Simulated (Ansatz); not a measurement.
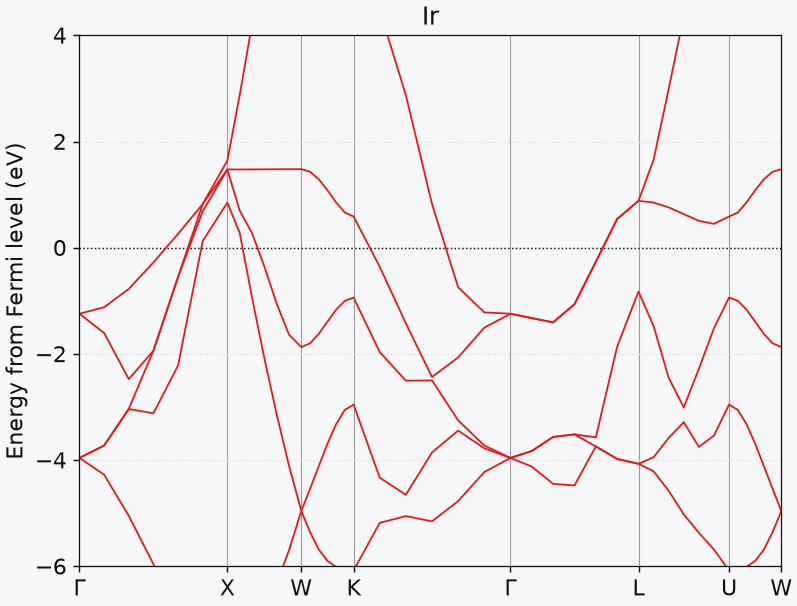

Band structure. Energies are counted from the Fermi level. The path runs straight from each named point to the next. The path has few k points, so lines between them are rough.

> Which Bravais lattice do the labels of the path belong to?

A face-centred cubic lattice: the path Γ–X–W–K–Γ–L–U–W runs through the special points of its Brillouin zone.

The material is fcc Ir, space group Fm-3m (No. 225), 1 atom in the primitive cell; cubic a = 3.831 Å.

Ansatz; PBE, all-electron LAPW, no spin polarisation, no spin-orbit coupling, 12×12×12 k mesh, Fermi-Dirac smearing of 0.05 eV.

> Metal, semiconductor or insulator?

A metal: bands cross the Fermi level along this path.

> Which levels at L lie nearest to the Fermi level?

At L the nearest levels lie 0.82 eV below and 0.88 eV above the Fermi level.

Spin-orbit coupling is left out, which matters for Ir. The cell is at 11 GPa in this functional. Bands are joined in order of energy, so crossings between the computed points show as kinks or gaps.
